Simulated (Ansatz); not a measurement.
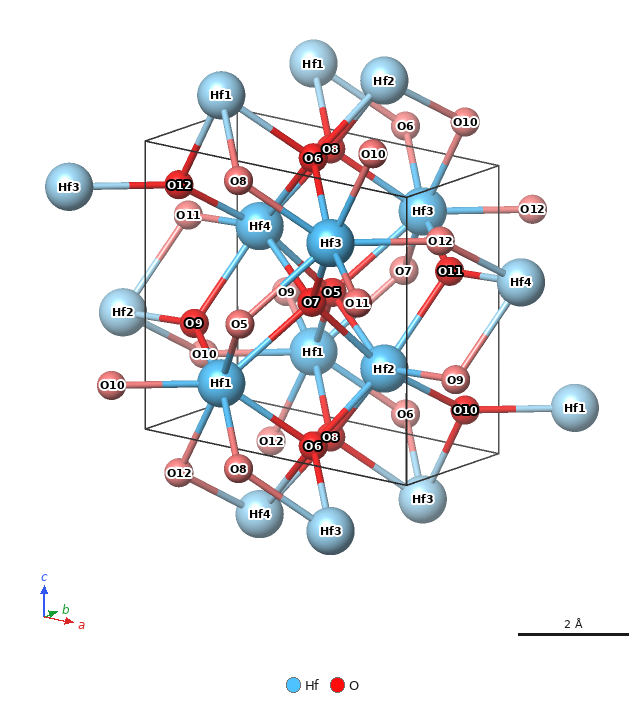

*The structure (ball-and-stick view of the cell of the calculation, seen slightly off an axis; neighbours outside the cell are drawn fainter; atoms are numbered from 1 in the order of the input).*

## Run report: HfO2, single-point calculation (part 1 of 2)

- system: HfO2 (P2₁/c, 12 atoms in the cell)
- method: DFT, dielectric-dependent PBE0 (fraction 1/eps_inf of PBE), plane waves, PAW, no spin polarisation (Ansatz 0.2.0)

The structure derives from an entry of the Crystallography Open Database. The geometry comes from this level: r2SCAN. Figures and captions count atoms from 1; the log counts them from 0 in places.

The program's output:
```
Warning: output.stress: scf.convergence.dr2_threshold = 1e-7 eV (the SCF's general default) is looser than the 1.2e-9 eV advised for a printed stress (1e-10 eV for each atom of the cell: 12). What an SCF threshold leaves in a stress goes as its square root, and in the free energy as the threshold itself, and one threshold admits the most on a small cell: of the crystals measured, under no hybrid functional and no lock of the moments, on runs that ended without the residual-converged pass, on stresses that held no estimate of that error, the worst erred by over 100 MPa in a component at 1e-7 eV an atom and by under 5 at 1e-10. Set scf.convergence.dr2_threshold to 1.2e-9 eV or tighter. The threshold is an SCF's pass mark: one that does not reach it within its budget of iterations ends unconverged, or closes short of it on a stop that the run arms, and scf.convergence.dr2_threshold's page says what that costs each kind of run
Warning: output.stress: scf.exx.energy_threshold = 1e-6 eV is looser than the 1.2e-7 eV advised for a stress under a hybrid functional (1e-8 eV for each atom of the cell: 12). Every SCF of the exchange loop can meet its threshold on dr2 while the loop round them stops early: no threshold on dr2 bounds what that leaves in the stress. Set scf.exx.energy_threshold to 1.2e-7 eV or tighter. The threshold is the loop's pass mark: a loop that does not reach it within its budget of cycles ends unconverged, and scf.exx.energy_threshold's page has the law
scf.n_extra_bands = 7 over 76 filled bands (N_el = 152.0): the run solves 83 bands
the fraction of exact exchange is that of a crystal of Hf4O8
Engine: ansatz 0.2.0, aarch64-unknown-linux-gnu
Pseudopotentials: kind: paw
Pseudopotential: Hf, paw, valence charge 26, recommended cutoff 420 eV (normal), Hf.paw.azcp
Pseudopotential: O, paw, valence charge 6, recommended cutoff 420 eV (normal), O.paw.azcp
Functional definition: unnamed
  parameter a_1 = 0.25
  exchange = (1 - a_1)*pbe_x + a_1*exact_x
  correlation = pbe_c
  a weight of exact exchange comes from the crystal, and the text's number only plans the run
Solving k-mesh 2×2×2 for the fraction of exact exchange
ε∞ on k-mesh 2×2×2 of a primitive cell, without crystal.supercell, crystal.defects and total_charge: xx 4.9494, yy 4.9706, zz 4.6609; 3/Tr ε∞, of that cell with its empty space = 0.205748039355793; solved inside the basis of its states, on 4×4×4 points, each entry to 0.0145, at a least direct gap of 4.178 eV
davidson cushion auto → on  (no smearing: the cushion is to keep the highest requested band from converging to the state above it; pin scf.eigensolver.cushion to override)
Crystal: 12 atoms, lattice volume = 138.395 Å³
Basis set: ecut = 420 eV, 2703 PW (Γ), exchange–correlation on 72×72×72 points (8 copies of the dense FFT grid, shifted against one another)
Bands: 83, of which v1, the nominal top of the filled ones, is band 76 counted from 1 (75 counted from 0)
Symmetry: 4 space group operations
Space group: P21/c (ITA 14), of the structure as read, at distance tolerance 5.2e-5 Å
k-points: 30 of 64
Non-local potential: Hf, projectors of the file, l = 0: 3, l = 1: 2, l = 2: 2, l = 3: 3
Non-local potential: O, projectors of the file, l = 0: 2, l = 1: 2, l = 2: 1
PAW form: soft (Blöchl's): semilocal exchange-correlation on the pseudo side does not see the compensation charge
PAW frozen core: Hf, regenerated for the run's functional, and the local potential with it (the file was generated under x = pbe(κ = 0.804, μ = 0.2195149727645171), c = pbe(β = 0.06672455060314922))
PAW frozen core: O, regenerated for the run's functional, and the local potential with it (the file was generated under x = pbe(κ = 0.804, μ = 0.2195149727645171), c = pbe(β = 0.06672455060314922))
PAW one-centre angular grid: Hf, 590 points (default); XC on 64 Gauss nodes
PAW one-centre angular grid: O, 110 points (default); XC on 64 Gauss nodes
Initial density: superposition of atomic densities (neutral atoms: chi_scale 0, normalization atom), corrected by the library's trained network
Initial wavefunctions: pseudopotential atomic-orbital guess
Functional: x = pbe(κ = 0.804, μ = 0.2195149727645171), c = pbe(β = 0.06672455060314922), warm-up for x = 0.794251960644207 pbe(κ = 0.804, μ = 0.2195149727645171) + 0.205748039355793 exact, c = pbe(β = 0.06672455060314922)
SCF iter   1: F=—  HF=-67446.668298 eV  |F-HF|=—  |Δ(HF+E_count)|=         —  Δρ=3.12e-3  dr2=5.97e-3  ethr=1.77e-3  ⟨swp⟩=5.4  Hψ=10259  notcnv=0
preconditioner: auto → none  [insulator: Δε(μ)=4.092 eV  Ē_g=16.995 eV  n_scr=52 (ndim 8)  ℏωp=37.9 eV  f_vac=0.076]
SCF iter   2: F=—  HF=-67446.673372 eV  |F-HF|=—  |Δ(HF+E_count)|=   5.07e-3  Δρ=1.87e-3  dr2=2.87e-3  ethr=3.93e-6  ⟨swp⟩=4.7  Hψ=9831  notcnv=0
SCF iter   3: F=-67446.673265 eV  HF=-67446.673214 eV  |F-HF|=5.03e-5  |Δ(HF+E_count)|=   1.58e-4  Δρ=9.72e-4  dr2=5.72e-4  ethr=1.89e-6  ⟨swp⟩=3.3  Hψ=6519  notcnv=0
SCF 1 stopped early in 3 iterations: F = -67446.673265 eV  dr2 = 5.72e-4
  greatest PAW one-centre occupation: 0.999 electrons in one spin orbital (limit 2), on the Hf atom at site 3 (counted from 0), in its partial waves of l = 0
Initial density: handed on by an earlier stage of this run
Initial wavefunctions: those handed on with the density
Functional: x = 0.794251960644207 pbe(κ = 0.804, μ = 0.2195149727645171) + 0.205748039355793 exact, c = pbe(β = 0.06672455060314922)
Frozen-core exchange: fock
SCF iter   1: F=—  HF=-67440.284695 eV  |F-HF|=—  |Δ(HF+E_count)|=         —  Δρ=8.89e-3  dr2=1.25e-1  ethr=3.76e-6  ⟨swp⟩=6.5  Hψ=13204  notcnv=0
preconditioner: auto → none  [insulator: Δε(μ)=6.201 eV  Ē_g=20.448 eV  n_scr=52 (ndim 8)  ℏωp=37.9 eV  f_vac=0.077]
SCF iter   2: F=—  HF=-67440.142195 eV  |F-HF|=—  |Δ(HF+E_count)|=   1.43e-1  Δρ=6.23e-3  dr2=3.50e-2  ethr=3.76e-6  ⟨swp⟩=4.0  Hψ=9826  notcnv=0
SCF iter   3: F=—  HF=-67440.133260 eV  |F-HF|=—  |Δ(HF+E_count)|=   8.94e-3  Δρ=1.89e-3  dr2=8.78e-3  ethr=3.76e-6  ⟨swp⟩=4.0  Hψ=8532  notcnv=0
SCF iter   4: F=—  HF=-67440.192984 eV  |F-HF|=—  |Δ(HF+E_count)|=   5.97e-2  Δρ=1.91e-3  dr2=5.93e-3  ethr=2.01e-6  ⟨swp⟩=4.0  Hψ=9269  notcnv=0
SCF iter   5: F=—  HF=-67440.190703 eV  |F-HF|=—  |Δ(HF+E_count)|=   2.28e-3  Δρ=9.97e-4  dr2=1.14e-3  ethr=2.01e-6  ⟨swp⟩=4.0  Hψ=7780  notcnv=0
iter 6 solved again at ethr=1.53e-8 eV; its pass at ethr=6.67e-7 eV (dr2=2.32e-5 eV) is discarded
SCF iter   6: F=—  HF=-67440.190386 eV  |F-HF|=—  |Δ(HF+E_count)|=   3.17e-4  Δρ=1.95e-4  dr2=1.32e-4  ethr=1.53e-8  ⟨swp⟩=3.0  Hψ=12907  notcnv=0
SCF iter   7: F=—  HF=-67440.191508 eV  |F-HF|=—  |Δ(HF+E_count)|=   1.12e-3  Δρ=2.91e-4  dr2=1.38e-4  ethr=1.43e-8  ⟨swp⟩=4.7  Hψ=9732  notcnv=0
SCF iter   8: F=-67440.191462 eV  HF=-67440.191462 eV  |F-HF|=4.06e-7  |Δ(HF+E_count)|=   4.57e-5  Δρ=2.17e-5  dr2=2.49e-6  ethr=1.43e-8  ⟨swp⟩=4.0  Hψ=7592  notcnv=0
SCF 2 stopped early in 8 iterations: F = -67440.191462 eV  dr2 = 2.49e-6
  Residual-converged pass: ⟨swp⟩=3.9  Hψ=7671  notcnv=0  max |occ|·‖R‖ = 6.7e-6 eV (tolerance 6.7e-6 eV)  dr2=2.49e-6  dr2_onsite=1.24e-7  max |Δocc| = 0.0e0
  greatest PAW one-centre occupation: 1.002 electrons in one spin orbital (limit 2), on the Hf atom at site 3 (counted from 0), in its partial waves of l = 0
hybrid outer 1: dexx = +6.503e-2 eV, tail = 2.11e-3 eV
Frozen-core exchange: fock
SCF iter   1: F=—  HF=-67440.190293 eV  |F-HF|=—  |Δ(HF+E_count)|=         —  Δρ=8.38e-5  dr2=3.30e-6  ethr=6.94e-6  ⟨swp⟩=2.1  Hψ=5494  notcnv=0
preconditioner: auto → none  [insulator: Δε(μ)=6.022 eV  Ē_g=20.246 eV  n_scr=52 (ndim 8)  ℏωp=37.9 eV  f_vac=0.082]
SCF iter   2: F=—  HF=-67440.190304 eV  |F-HF|=—  |Δ(HF+E_count)|=   1.15e-5  Δρ=3.69e-5  dr2=7.39e-7  ethr=1.83e-9  ⟨swp⟩=5.0  Hψ=10207  notcnv=0
SCF iter   3: F=—  HF=-67440.190304 eV  |F-HF|=—  |Δ(HF+E_count)|=   7.53e-8  Δρ=1.74e-5  dr2=1.30e-7  ethr=4.12e-10  ⟨swp⟩=3.0  Hψ=6315  notcnv=0
SCF iter   4: F=—  HF=-67440.190305 eV  |F-HF|=—  |Δ(HF+E_count)|=   5.65e-7  Δρ=5.01e-6  dr2=2.51e-8  ethr=4.61e-11  ⟨swp⟩=5.8  Hψ=8298  notcnv=0
SCF iter   5: F=-67440.190305 eV  HF=-67440.190305 eV  |F-HF|=1.34e-9  |Δ(HF+E_count)|=   6.00e-9  Δρ=1.15e-6  dr2=1.93e-9  ethr=1.49e-11  ⟨swp⟩=3.3  Hψ=6537  notcnv=0
SCF 3 converged in 5 iterations: F = -67440.190305 eV  dr2 = 1.93e-9
  Residual-converged pass: ⟨swp⟩=3.3  Hψ=6576  notcnv=0  max |occ|·‖R‖ = 1.1e-6 eV (tolerance 1.1e-6 eV)  dr2=1.95e-9  dr2_onsite=2.55e-10  max |Δocc| = 0.0e0
hybrid outer 2: dexx = +4.743e-6 eV, tail = 3.09e-7 eV, Δε = 6.35e-3 eV (about 2.39e-4 eV left of the loop's levels), ΔF = 5.07e-3 eV/Å (tail 1.31e-3)
Frozen-core exchange: fock
SCF iter   1: F=—  HF=-67440.190305 eV  |F-HF|=—  |Δ(HF+E_count)|=         —  Δρ=3.86e-6  dr2=1.50e-8  ethr=1.02e-9  ⟨swp⟩=5.7  Hψ=5982  notcnv=0
SCF iter   2: F=-67440.190305 eV  HF=-67440.190305 eV  |F-HF|=1.60e-10  |Δ(HF+E_count)|=   3.70e-9  Δρ=1.04e-6  dr2=8.56e-10  ethr=9.00e-12  ⟨swp⟩=4.0  Hψ=7550  notcnv=0
SCF 4 converged in 2 iterations: F = -67440.190305 eV  dr2 = 8.56e-10
  Residual-converged pass: ⟨swp⟩=2.0  Hψ=5280  notcnv=0  max |occ|·‖R‖ = 2.2e-6 eV (tolerance 2.4e-6 eV)  dr2=8.65e-10  dr2_onsite=1.39e-10  max |Δocc| = 0.0e0
```

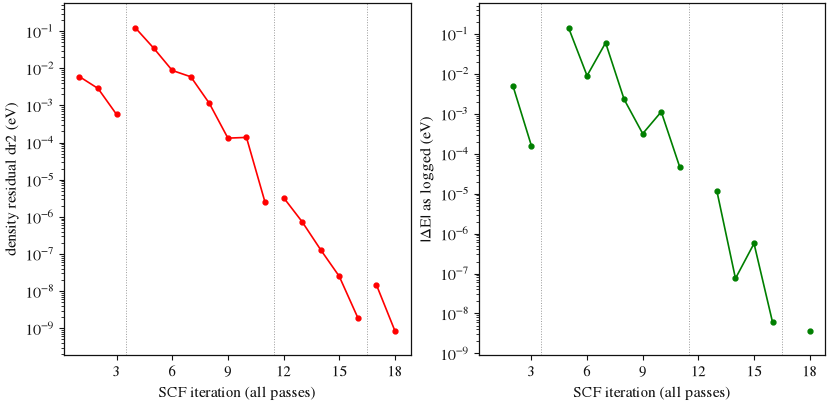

*Convergence of the self-consistent field: density residual dr2 and size of the energy change against the SCF iteration. The run starts with a semilocal functional; after that each stretch between dotted lines is one SCF of the hybrid functional between two exact rebuilds of the exchange operator by the outer loop. Early passes are stopped at a loose threshold.*

The passes take 3, 8, 5 and 2 iterations.

```
hybrid outer 3: dexx = +4.682e-9 eV, tail = 2.33e-9 eV, Δε = 8.37e-5 eV (about 1.35e-5 eV left of the loop's levels), ΔF = 7.86e-5 eV/Å (tail 1.21e-4)
NSCF: frozen V_eff on 8 k-points
hybrid SCF converged: 3 outer / 15 inner (+3 warm-up), last move |dexx| = 4.68e-9 eV, tail = 2.33e-9 eV
Stability not checked: this state was not tested for a lower state beside it, because the functional holds exact exchange (a hybrid, or Hartree-Fock), whose exchange loop this test does not read (fock_operator; see scf.lower_state_search)
Free energy (F): -67440.190305 eV
Frozen-core exchange: fock
Harris-Foulkes:  -67440.190305 eV  (|F-HF|=1.60e-10)
Internal energy: -67440.190305 eV  (E = F + TS)
E sigma→0 (E₀):  -67440.190305 eV
Fermi energy:    12.951487 eV
--- Per-component energies (eV) ---
  E_band       = -366.062535
  E_kinetic    = 3083.777124
  E_local      = -24555.983761  (includes V_loc(G=0)·N_el)
  E_nonlocal   = -4642.059409
  E_hartree    = 11229.067862
  E_xc         = -1448.307444
  E_vxc        = -1473.212447  (∫ρ·V_xc dr)
  E_exx        = -560.837712  (= α·E_x^exact, valence–valence)
  E_paw        = -28703.849859  (= ΣΔE_a)
  E_vpaw       = 5884.936298  (= ΣTr[D̂ρ^β])
  E_aug_tail   = 0.019788  (compensation charges beyond the density's cutoff)
  E_ewald      = -21845.544382
  E_core_change = 3.527488  (= ΣΔE_core)
  E_smearing   = -0.000000  (= −TS)
  E_closure    = 0.000001  (closes the sum)
  Σ components = -67440.190305   (vs F -67440.190305, Δ=0.00e0)
--- Forces (eV/Å), atoms counted from 1 ---
  atom   1  Hf    -0.03971170    -0.01001357    -0.03727108
  atom   2  Hf     0.03971170    -0.01001357     0.03727108
  atom   3  Hf     0.03971170     0.01001357     0.03727108
  atom   4  Hf    -0.03971170     0.01001357    -0.03727108
  atom   5  O      0.04172014    -0.00045432     0.01570088
  atom   6  O     -0.04172014    -0.00045432    -0.01570088
  atom   7  O     -0.04172014     0.00045432    -0.01570088
  atom   8  O      0.04172014     0.00045432     0.01570088
  atom   9  O      0.02185319     0.00801962     0.03699489
  atom  10  O     -0.02185319     0.00801962    -0.03699489
  atom  11  O     -0.02185319    -0.00801962    -0.03699489
  atom  12  O      0.02185319    -0.00801962     0.03699489
  max |Σ_I F_I| component: 6.94e-18 eV/Å
--- Stress (GPa, compression-positive) ---
        1.111307       0.000000      -0.075425
        0.000000       1.120916       0.000000
       -0.075425       0.000000       0.869078
  P = ⅓ Tr σ = 1.0338 GPa (10.338 kbar)
--- Band table (eV; the first three rows and the last of 30) ---
  k-point 0: bands = ["-49.5953", "-49.5723", "-49.5687", "-49.5680", "-17.6362", "-17.5945", "-17.5795", "-17.3346", "-17.2652", "-17.2236", "-17.1807", "-17.1514", "-17.1130", "-17.0948", "-17.0486", "-16.9799", "-6.5445", "-5.1594", "-4.9850", "-4.9731", "-4.4408", "-4.3960", "-4.2446", "-4.1373", "0.5293", "0.5401", "0.5410", "0.5417", "0.5472", "0.5483", "0.5560", "0.5580", "0.5583", "0.5614", "0.5632", "0.5659", "0.5663", "0.5670", "0.5727", "0.5735", "0.5789", "0.5791", "0.5811", "0.5831", "0.5854", "0.5958", "0.6036", "0.6055", "0.6202", "0.6353", "0.6463", "0.6865", "7.1203", "7.2186", "7.7862", "8.0038", "8.0903", "8.4950", "9.3372", "9.6227", "9.7861", "9.9974", "10.0317", "10.2118", "10.7762", "10.9202", "10.9336", "10.9957", "11.2004", "11.7246", "11.7608", "11.8732", "12.3923", "12.4206", "12.7432", "12.9515", "19.4482", "20.1146", "20.1818", "20.5740", "20.7617", "20.9287", "21.0967"]
```
